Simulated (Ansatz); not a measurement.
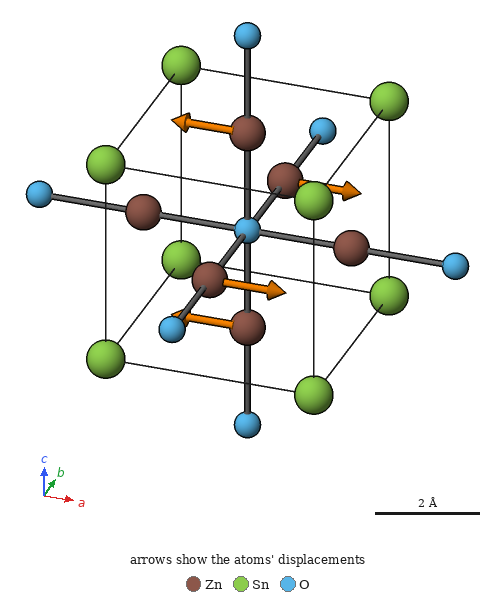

One vibrational mode of crystalline Zn₃SnO (a generated structure) at the zone centre. The orange arrows give the relative displacements of the atoms. A ball-and-stick model of the cell of the calculation, seen from a free direction.

Level of theory: Ansatz, DFT PBEsol, scalar-relativistic, plane waves, PAW.

Input
```yaml
crystal:
  lattice:
    - [4.2660043708, 0.0, 0.0]
    - [0.0, 4.2660043708, 0.0]
    - [0.0, 0.0, 4.2660043708]
  atoms:
    - { symbol: Zn, position: [0.0, 0.5, 0.5] }
    - { symbol: Zn, position: [0.5, 0.0, 0.5] }
    - { symbol: Zn, position: [0.5, 0.5, 0.0] }
    - { symbol: Sn, position: [0.0, 0.0, 0.0] }
    - { symbol: O, position: [0.5, 0.5, 0.5] }
basis:
  ecutwfc: 420
kpoints:
  mp_grid: { grid: [8, 8, 8] }
hamiltonian:
  xc: pbesol
scf:
  occupations: { method: fermi_dirac, width: 0.15 }
output:
  eigenvalues: true
phonons:
  method: dfpt
  eigenvectors: true
  qmesh: [4, 4, 4]
  temperatures: { t_max: 1000, t_step: 100 }
  qpath:
    path:
      - [[0.0, 0.0, 0.0], [0.0, 0.5, 0.0], [0.5, 0.5, 0.0], [0.0, 0.0, 0.0], [0.5, 0.5, 0.5], [0.0, 0.5, 0.0]]
      - [[0.5, 0.5, 0.5], [0.5, 0.5, 0.0]]
    npoints: 8
```

Run as
```bash
ansatz run input.yaml --threads 2 --pin off --max-ram 6144MiB --backend cpu --events-out ev --progress --plain --runs-dir out
```

The frequencies depend somewhat on the k-mesh and the smearing.

**Describe the mode and give its frequency.**

This is the T₂u mode (triply degenerate; one member of the set is drawn) at 60i cm⁻¹, optical level 2 of 4, counted from below, silent by symmetry (neither infrared- nor Raman-active). The Sn and O atoms stay at rest; all motion is along a; atoms of one kind move against one another, with no net shift of their sublattice; the O–Zn bond lengths don't change to first order, so for these it is a bending, tilting or sliding motion. The frequency is imaginary, so the structure is unstable against this distortion. Freezing in the drawn pattern lowers the space group from Pm-3m to P-4m2 (No. 115).
